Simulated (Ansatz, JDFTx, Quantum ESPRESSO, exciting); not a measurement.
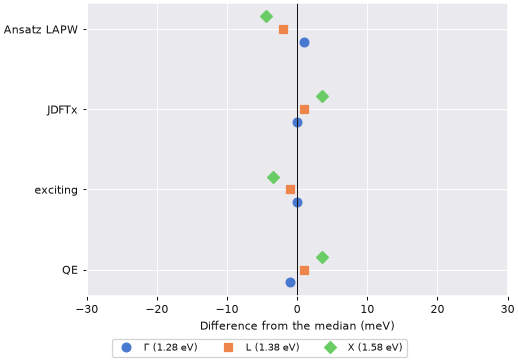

Lowest conduction level at each named k point, counted from the valence-band top at Γ, for zincblende GaP, space group F-43m, 2 atoms in the primitive cell, volume scaled by a factor 1.04; cubic a = 5.522 Å. Four programs ran LDA (no spin polarisation, no spin-orbit coupling) on the same cell and 8×8×8 k mesh. The plot shows each result less the median of the plane-wave and all-electron runs, which the legend gives. The cell is at −6 GPa in Ansatz LAPW.

What spread should one expect between these programs?

Answer. The plane-wave and all-electron programs (Ansatz LAPW, exciting, JDFTx and Quantum ESPRESSO) agree within 9 meV at these points.

| program | kind | valence electrons | Γ (eV) | L (eV) | X (eV) |
| --- | --- | --- | --- | --- | --- |
| Quantum ESPRESSO | plane waves | 18 | 1.283 | 1.381 | 1.581 |
| exciting | all-electron | – | 1.284 | 1.379 | 1.574 |
| JDFTx | plane waves | 18 | 1.284 | 1.381 | 1.581 |
| Ansatz LAPW | all-electron | – | 1.285 | 1.378 | 1.573 |

Settings. PseudoDojo 0.4.1 SR LDA standard, 1088 eV cutoff, Fermi-Dirac smearing of 0.05 eV (Quantum ESPRESSO 7.5). all-electron LAPW+lo, shipped species files, valence relativity iora*, Gaussian smearing of 0.1 eV (exciting). PseudoDojo-SR-LDA-0.4.1-standard, 1088 eV cutoff, Fermi-Dirac smearing of 0.05 eV (JDFTx). all-electron LAPW, Fermi-Dirac smearing of 0.05 eV (Ansatz 0.2.0).

Measured GaP has its conduction bottom near X; the order of its valleys hangs on the functional and the volume. LDA, GGA and most meta-GGA functionals understate gaps.
